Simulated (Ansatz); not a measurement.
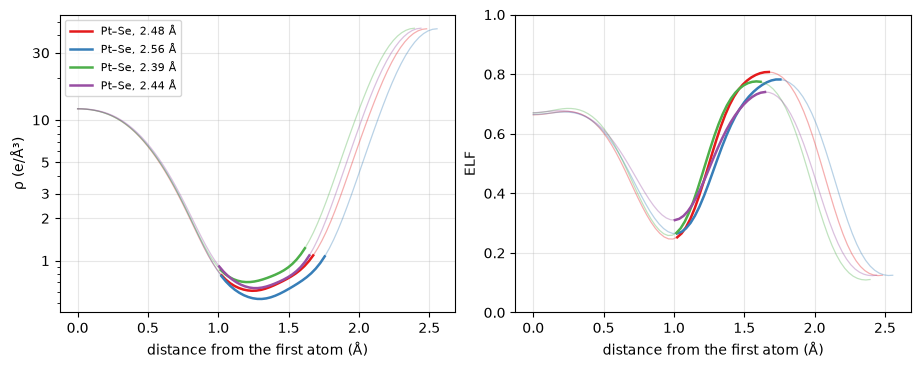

Figure 1: PtSe2 (slab). Valence electron density and ELF along straight lines between neighbouring atoms. Thin, pale parts lie inside the atomic spheres.

Method: DFT PBEsol, scalar-relativistic, plane waves, PAW in Ansatz.

The density is the valence pseudo-density of a PAW calculation; it isn't the true density close to the nuclei.

Input file:

```
crystal:
  lattice:
    - [4.863310316, 0.0, 0.0]
    - [0.0, 6.5137665981, 0.0]
    - [0.0, 0.0, 24.4018122472]
  atoms:
    - { symbol: Pt, position: [0.0, 0.5, 0.3073542212] }
    - { symbol: Se, position: [0.7393245382, 0.1666666667, 0.3073542212] }
    - { symbol: Se, position: [0.2606754618, 0.8333333333, 0.3073542212] }
    - { symbol: Pt, position: [0.0, 0.0, 0.3844125327] }
    - { symbol: Se, position: [0.7393245382, 0.6666666667, 0.3844125327] }
    - { symbol: Se, position: [0.2606754618, 0.3333333333, 0.3844125327] }
    - { symbol: Pt, position: [0.0, 0.5, 0.4614708442] }
    - { symbol: Se, position: [0.7393245382, 0.1666666667, 0.4614708442] }
    - { symbol: Se, position: [0.2606754618, 0.8333333333, 0.4614708442] }
    - { symbol: Pt, position: [0.0, 0.0, 0.5385291558] }
    - { symbol: Se, position: [0.7393245382, 0.6666666667, 0.5385291558] }
    - { symbol: Se, position: [0.2606754618, 0.3333333333, 0.5385291558] }
    - { symbol: Pt, position: [0.0, 0.5, 0.6155874673] }
    - { symbol: Se, position: [0.7393245382, 0.1666666667, 0.6155874673] }
    - { symbol: Se, position: [0.2606754618, 0.8333333333, 0.6155874673] }
    - { symbol: Pt, position: [0.0, 0.0, 0.6926457788] }
    - { symbol: Se, position: [0.7393245382, 0.6666666667, 0.6926457788] }
    - { symbol: Se, position: [0.2606754618, 0.3333333333, 0.6926457788] }
basis:
  ecutwfc: 420
kpoints:
  mp_grid: { grid: [7, 6, 1] }
hamiltonian:
  xc: pbesol
scf:
  occupations: { method: gaussian, width: 0.1 }
output:
  forces: true
  eigenvalues: true
  write_density: true
  write_potential: true
  elf: true
  volumetric_format: npy
relax:
  adjacent_minimum: "off"
  f_tol: 0.02
  max_steps: 60
efield:
  axis: 3
  dipole_correction: true
  ramp_width: 0.04
```

Launched as:

```sh
ansatz run input.yaml --threads 2 --pin off --max-ram 5120MiB --backend cpu --events-out ev --progress --plain --runs-dir out
```

The fields are those of the run's last geometry, not of the input's.

### What can be read from the curves?

Pt–Se (2.48 Å): ρ is about 0.61 e/Å³ halfway; the ELF is about 0.50 at the midpoint.
Pt–Se (2.56 Å): ρ is about 0.53 e/Å³ halfway; the ELF is about 0.45 at the midpoint.
Pt–Se (2.39 Å): ρ is about 0.7 e/Å³ halfway; the ELF is about 0.45 at the midpoint.
Pt–Se (2.44 Å): the density is about 0.64 e/Å³ at the midpoint; the ELF is about 0.45 at the midpoint.
